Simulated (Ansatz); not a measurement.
## What a change does: single-point calculation on Pd

System: Pd (1 atom in the cell).
Method of run A: DFT r2SCAN, scalar-relativistic, plane waves, PAW, no spin polarisation (Ansatz 0.2.0).

The structure was built on a prototype by a generator; it need not be a known phase. Text and figures count atoms from 1; the logs count them from 0 in places.

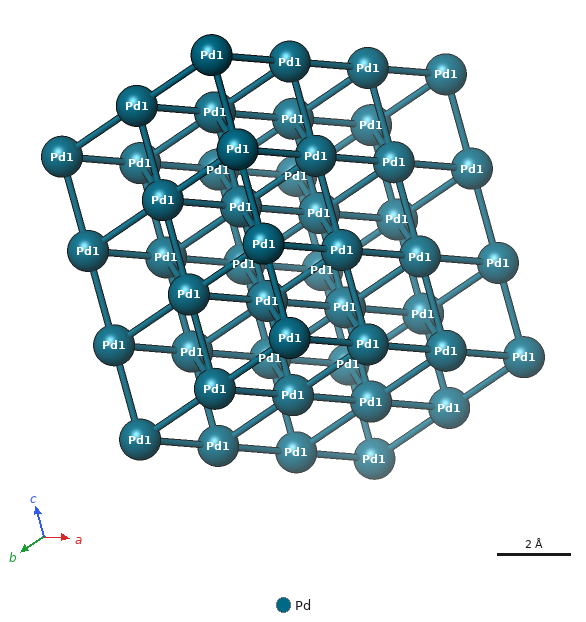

The structure as given in the input (ball-and-stick view of the cell of the calculation, repeated 3 × 2 × 3, seen at an oblique angle; atoms are numbered from 1 in the order of the input).

## The input, run A
```yaml
crystal:
  lattice:
    - [-1.5698711739, 1.5698711739, 1.5698711739]
    - [1.5698711739, -1.5698711739, 1.5698711739]
    - [1.5698711739, 1.5698711739, -1.5698711739]
  atoms:
    - { symbol: Pd, position: [0.0, 0.0, 0.0] }
basis:
  ecutwfc: 600
  ecutrho_ratio: 5
kpoints:
  mp_grid: { grid: [18, 18, 18] }
hamiltonian:
  xc: r2scan
scf:
  occupations: { method: gaussian, width: 0.05 }
output:
  forces: true
  stress: true
  eigenvalues: true
```

Hardware: 2 threads of an x86-64 CPU, shared host.

## Output, shortened to warnings, some set-up lines, iterations and results (run A)
```
Basis set: ecut = 600 eV, 531 PW (Γ), exchange–correlation on 100×100×100 points (64 copies of the dense FFT grid, shifted against one another)
Symmetry: 48 space group operations
k-points: 195 of 5832
Initial density: superposition of atomic densities (neutral atoms: chi_scale 0, normalization atom), corrected by the library's trained network
[...]
SCF iter   1: F=—  HF=-6985.690160 eV  |F-HF|=—  |Δ(HF+E_count)|=         —  Δρ=2.13e-2  dr2=5.05e-2  dr2_τ=1.12e-2  ethr=1.77e-3  ⟨swp⟩=5.9  Hψ=14805  notcnv=0
SCF iter   2: F=—  HF=-6985.701239 eV  |F-HF|=—  |Δ(HF+E_count)|=   1.11e-2  Δρ=1.26e-2  dr2=1.36e-2  dr2_τ=1.97e-3  ethr=2.80e-4  ⟨swp⟩=2.8  Hψ=5655  notcnv=0  defer=15
SCF iter   3: F=—  HF=-6985.697516 eV  |F-HF|=—  |Δ(HF+E_count)|=   3.72e-3  Δρ=4.90e-3  dr2=1.21e-3  dr2_τ=8.60e-5  ethr=7.57e-5  ⟨swp⟩=2.1  Hψ=4219  notcnv=0  defer=15
SCF iter   4: F=—  HF=-6985.697427 eV  |F-HF|=—  |Δ(HF+E_count)|=   8.98e-5  Δρ=1.09e-3  dr2=1.49e-4  dr2_τ=7.01e-6  ethr=6.73e-6  ⟨swp⟩=2.0  Hψ=4103  notcnv=0  defer=15
SCF iter   5: F=—  HF=-6985.697401 eV  |F-HF|=—  |Δ(HF+E_count)|=   2.56e-5  Δρ=2.06e-4  dr2=5.43e-6  dr2_τ=1.95e-7  ethr=8.30e-7  ⟨swp⟩=2.4  Hψ=3476  notcnv=0  defer=15
SCF iter   6: F=—  HF=-6985.697399 eV  |F-HF|=—  |Δ(HF+E_count)|=   1.60e-6  Δρ=1.07e-5  dr2=7.35e-9  dr2_τ=8.47e-10  ethr=5.56e-10  ⟨swp⟩=3.7  Hψ=11281  notcnv=0
SCF iter   7: F=-6985.697399 eV  HF=-6985.697399 eV  |F-HF|=1.02e-10  |Δ(HF+E_count)|=   8.04e-9  Δρ=1.16e-6  dr2=1.58e-10  dr2_τ=1.77e-11  ethr=4.08e-11  ⟨swp⟩=2.0  Hψ=7528  …
SCF 1 converged in 7 iterations: F = -6985.697399 eV  dr2 = 1.58e-10
SCF converged after 7 iterations
Free energy (F): -6985.697399 eV
Harris-Foulkes:  -6985.697399 eV  (|F-HF|=1.02e-10)
Internal energy: -6985.695468 eV  (E = F + TS)
E sigma→0 (E₀):  -6985.696434 eV
Entropy (-TS):   -0.001931 eV (-1.931 meV/atom)
Fermi energy:    18.372057 eV
--- Per-component energies (eV) ---
  E_band       = -173.158954
  E_kinetic    = 515.083697
  E_local      = -1820.971032  (includes V_loc(G=0)·N_el)
  E_nonlocal   = 217.743278
  E_hartree    = 738.910005
  E_xc         = -159.943345
  E_vxc        = -231.900847  (∫ρ·V_xc dr)
  E_paw        = -3772.215223  (= ΣΔE_a)
  E_vpaw       = -347.983189  (= ΣTr[D̂ρ^β])
  E_aug_tail   = 0.000012  (compensation charges beyond the density's cutoff)
  E_vtau       = 17.048643  (kinetic-family band-sum trace: ∫τ·v_τ [+ j·A + Jᵃ·Aᵃ] dr)
  E_ewald      = -2703.850775
  E_core_change = -0.452087  (= ΣΔE_core)
  E_smearing   = -0.001931  (= −TS)
  E_closure    = 0.000000  (closes the sum)
  Σ components = -6985.697399   (vs F -6985.697399, Δ=0.00e0)
--- Forces (eV/Å), atoms counted from 1 ---
  atom   1  Pd    -0.00000000     0.00000000    -0.00000000
  max |Σ_I F_I| component: 7.60e-32 eV/Å
--- Stress (GPa, compression-positive) ---
       -4.918529      -0.000000      -0.000000
       -0.000000      -4.918529       0.000000
       -0.000000       0.000000      -4.918529
  P = ⅓ Tr σ = -4.9185 GPa (-49.185 kbar)
```

For run B the input was changed thus:
```diff
-  mp_grid: { grid: [18, 18, 18] }
+  mp_grid: { grid: [8, 8, 8] }
-  xc: r2scan
+  xc: pbe
```

Predict how the results change.

The total energies belong to different methods, so their difference says nothing on which is more stable or more accurate. The pressure goes from −4.92 to −0.04 GPa. The functional changes from r2SCAN to PBE. The SCF takes 6 iterations against 7. The irreducible k-points go from 195 to 29.

## Output, shortened to warnings, some set-up lines, iterations and results (run B)
```
Basis set: ecut = 600 eV, 531 PW (Γ), exchange–correlation on 50×50×50 points (8 copies of the dense FFT grid, shifted against one another)
Symmetry: 48 space group operations
k-points: 29 of 512
Initial density: superposition of atomic densities (neutral atoms: chi_scale 0, normalization atom), corrected by the library's trained network
[...]
SCF iter   1: F=—  HF=-6972.784920 eV  |F-HF|=—  |Δ(HF+E_count)|=         —  Δρ=4.35e-3  dr2=1.70e-3  ethr=1.77e-3  ⟨swp⟩=5.6  Hψ=2145  notcnv=0
SCF iter   2: F=—  HF=-6972.784817 eV  |F-HF|=—  |Δ(HF+E_count)|=   1.02e-4  Δρ=2.16e-3  dr2=2.98e-4  ethr=9.43e-6  ⟨swp⟩=2.3  Hψ=764  notcnv=0
SCF iter   3: F=—  HF=-6972.784784 eV  |F-HF|=—  |Δ(HF+E_count)|=   3.35e-5  Δρ=1.05e-3  dr2=3.52e-5  ethr=1.66e-6  ⟨swp⟩=2.3  Hψ=552  notcnv=0
SCF iter   4: F=—  HF=-6972.784814 eV  |F-HF|=—  |Δ(HF+E_count)|=   3.04e-5  Δρ=1.93e-4  dr2=1.01e-6  ethr=1.96e-7  ⟨swp⟩=2.3  Hψ=499  notcnv=0
SCF iter   5: F=-6972.784816 eV  HF=-6972.784816 eV  |F-HF|=9.90e-9  |Δ(HF+E_count)|=   1.82e-6  Δρ=1.15e-5  dr2=4.56e-9  ethr=5.62e-9  ⟨swp⟩=2.8  Hψ=662  notcnv=0
SCF iter   6: F=-6972.784816 eV  HF=-6972.784816 eV  |F-HF|=2.18e-11  |Δ(HF+E_count)|=   1.08e-8  Δρ=1.12e-6  dr2=6.78e-11  ethr=2.53e-11  ⟨swp⟩=2.1  Hψ=1148  notcnv=0
SCF 1 converged in 6 iterations: F = -6972.784816 eV  dr2 = 6.78e-11
SCF converged after 6 iterations
Free energy (F): -6972.784816 eV
Harris-Foulkes:  -6972.784816 eV  (|F-HF|=2.18e-11)
Internal energy: -6972.780692 eV  (E = F + TS)
E sigma→0 (E₀):  -6972.782754 eV
Entropy (-TS):   -0.004124 eV (-4.124 meV/atom)
Fermi energy:    18.534403 eV
--- Per-component energies (eV) ---
  E_band       = -155.318800
  E_kinetic    = 513.509034
  E_local      = -1816.618405  (includes V_loc(G=0)·N_el)
  E_nonlocal   = 217.198462
  E_hartree    = 735.735399
  E_xc         = -168.437264
  E_vxc        = -211.292264  (∫ρ·V_xc dr)
  E_paw        = -3750.317155  (= ΣΔE_a)
  E_vpaw       = -329.586126  (= ΣTr[D̂ρ^β])
  E_aug_tail   = 0.000012  (compensation charges beyond the density's cutoff)
  E_ewald      = -2703.850775
  E_smearing   = -0.004124  (= −TS)
  E_closure    = 0.000000  (closes the sum)
  Σ components = -6972.784816   (vs F -6972.784816, Δ=0.00e0)
--- Forces (eV/Å), atoms counted from 1 ---
  atom   1  Pd     0.00000000     0.00000000    -0.00000000
  max |Σ_I F_I| component: 9.50e-33 eV/Å
--- Stress (GPa, compression-positive) ---
       -0.040525       0.000000      -0.000000
       -0.000000      -0.040525      -0.000000
        0.000000       0.000000      -0.040525
  P = ⅓ Tr σ = -0.0405 GPa (-0.405 kbar)
```

## The two runs side by side

| quantity | run A | run B |
| --- | --- | --- |
| outcome | converged | converged |
| free energy per atom (eV) | −6985.6974 | −6972.7848 |
| energy per atom, smearing taken to zero (eV) | −6985.6964 | −6972.7828 |
| gap on the mesh (eV) | 0.00 | 0.00 |
| pressure (GPa) | −4.92 | −0.04 |
| largest force (eV/Å) | 0.000 | 0.000 |
| SCF iterations | 7 | 6 |
| irreducible k-points | 195 | 29 |
| plane waves at Γ | 531 | 531 |
